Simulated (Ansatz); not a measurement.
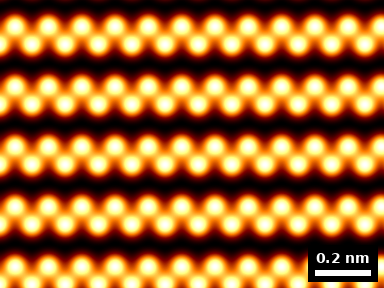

Integrated-DPC-like image of Fe (P6_3/mmc, No. 194). Simulated as the projected potential of neutral atoms (B = 0.8 Å²) blurred by a 0.50 Å probe, the thin-sample limit of integrated differential phase contrast. Atomic positions: coordinates from a relaxation at fixed volume with DFT PBE, spin-orbit coupling, plane waves, PAW in Ansatz 0.2.0; the starting structure was generated, so it need not be a known form of this composition.

```yaml
crystal:
  lattice:
    - [2.52752, 0.00000, 0.00000]
    - [-1.26376, 2.18889, 0.00000]
    - [0.00000, 0.00000, 4.38061]
  atoms:
    - { symbol: Fe, position: [0.33333, 0.66667, 0.75000] }
    - { symbol: Fe, position: [0.66667, 0.33333, 0.25000] }
```

### Which beam direction gives this image, [101], [100], [311] or [102]? (Directions equivalent by symmetry count as one.)

[102]. The projected cells are 2.19 × 2.45 Å, 117° for [101]; 2.19 × 4.38 Å, 90° for [100]; 1.55 × 1.96 Å, 90° for [311]; 1.21 × 2.19 Å, 90° for [102], and the image repeats as the [102] one does.
